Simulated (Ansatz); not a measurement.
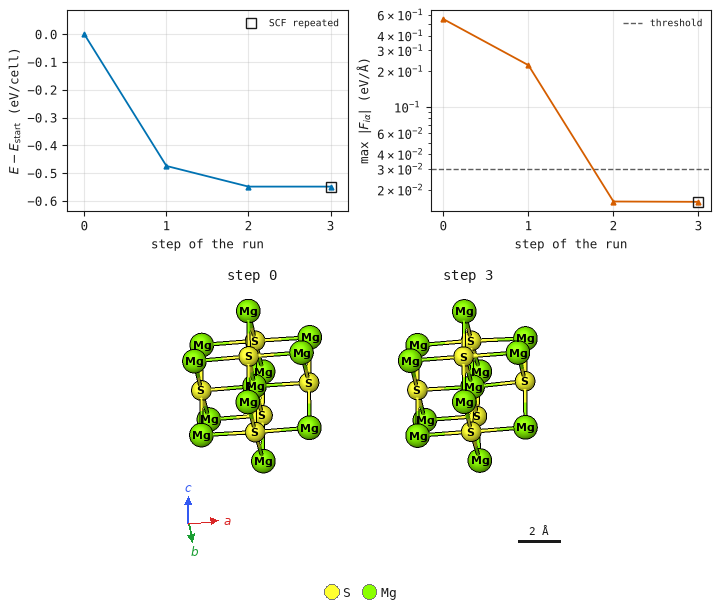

First and last geometry of a relaxation of a defect cell of composition S$_{32}$Mg$_{31}$ (cell charge −1), with the history of the run. The picture is a ball-and-stick view of the atoms within 4.2 Å of the atom that moves most (axes of the cell of the calculation), seen from a free direction.

Level of theory: DFT, PBEsol, PAW, plane waves (Ansatz). (plane-wave cutoff 420 eV; k-point mesh 1 × 1 × 1; mesh shifted by (0.25, 0.25, 0.25); collinear spin; atoms relaxed in a fixed cell; force threshold 0.03 eV/Å; at most 80 steps)

### Read the history and describe the run.

It converged. The largest move is that of a Mg atom, 0.13 Å roughly along [1 1 0]. By element the largest moves are Mg 0.13 Å, S 0.10 Å. The lattice vectors keep their values. Near-neighbour distances that change, for instance: Mg–S 2.529 → 2.616 Å, Mg–S 2.624 → 2.542 Å, Mg–S 2.567 → 2.644 Å, Mg–S 2.579 → 2.502 Å. Bond angles that change, for instance: S–Mg–S 88.9° → 96.3°, S–Mg–S 93.0° → 86.7°, S–Mg–S 88.0° → 91.2°. The energy falls by 0.548 eV per cell of the calculation in 2 accepted moves (3 points after the start). Largest force component: 0.55 eV/Å at the start, 0.016 eV/Å at the end. 1 step only repeated the SCF at the same geometry.

```
step  E − E(0), meV/atom  largest force component, eV/Å                         note
   0                0.00                         0.5509                             
   1               -7.52                         0.2249                             
   2               -8.70                         0.0159                             
   3               -8.70                         0.0158  same geometry, SCF repeated
```

Limits of the set-up: the cell is charged, on a uniform background, and energies carry no finite-size correction.
